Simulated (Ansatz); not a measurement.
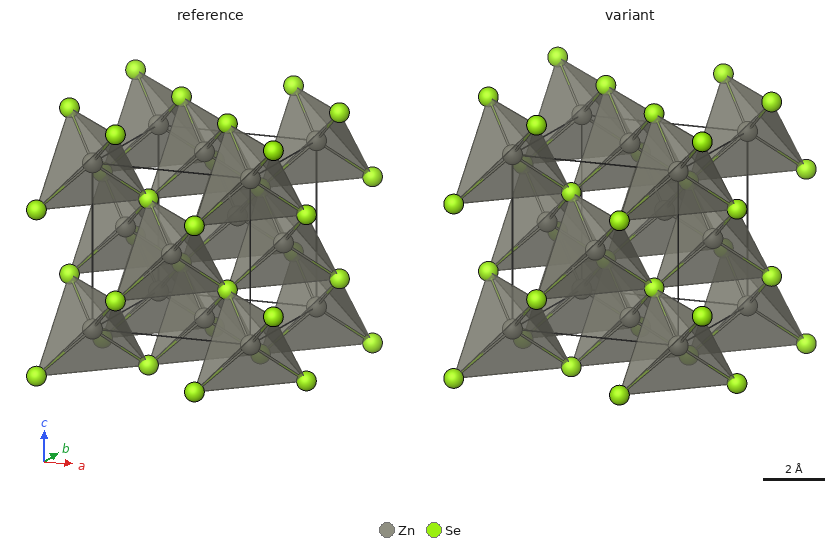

Left: a symmetric starting cell of ZnSe (made from another compound by putting Zn in place of Mg). Right: the same structure after one change, at the same scale. The picture is a polyhedral view of the conventional cell (4 times the calculation's cell), seen slightly off an axis. Lengths and directions refer to the drawn axes.

Level of theory: DFT PBE, scalar-relativistic, plane waves, PAW (Ansatz). Settings: plane-wave cutoff 420 eV; k-point mesh 8 × 8 × 8; occupations gaussian; smearing width 0.02 eV; no spin polarisation.

Which change leads from the left to the right?

All lengths are scaled by +4.9 % (volume +15.5 %), the atoms keeping their fractional coordinates. No relaxation follows. The starting cell wasn't computed here and needn't be at equilibrium, so pressure and forces aren't due to the change alone.

And its effect?

The pressure is −5.0 GPa (not all of it need come from the change, since the unchanged cell can be under pressure at this level too). All forces vanish by symmetry. Near-neighbour distances before and after: Se–Zn 2.459 → 2.580 Å. The space group stays F-43m (No. 216).
